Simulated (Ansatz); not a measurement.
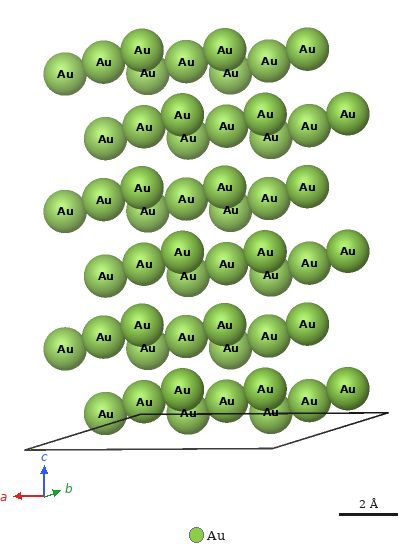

This is a (0 0 1) slab of Au as cut from the relaxed bulk. The picture is a spheres-only view of the 3 × 3 repeat of the cell, outlined in the plane, without the vacuum, seen from a free direction.

All numbers below come from DFT r2SCAN, scalar-relativistic, plane waves, PAW in Ansatz 0.2.0. Set-up: plane-wave cutoff 500 eV; occupations gaussian; smearing width 0.1 eV; no spin polarisation. The k-mesh is chosen for each cell (12×12×7, 12×12×1).

The variant: The atoms of the slab are relaxed at the bulk's in-plane cell.

### What is the effect?

The surface energy (mean of the two faces) falls from 0.81 to 0.80 J/m². The top spacing, between the Au and Au planes, goes from 2.43 to 2.47 Å (+1.4 %), the bottom one (Au to Au) from 2.43 to 2.47 Å (+1.4 %). The work function of the top face goes from 5.17 to 5.20 eV. The lattice vectors keep their values. The largest moves relative to the layer's centre, 0.031 Å, are those of Au atoms. Near-neighbour distances before and after: Au–Au 2.950 → 2.932 to 2.978 Å.
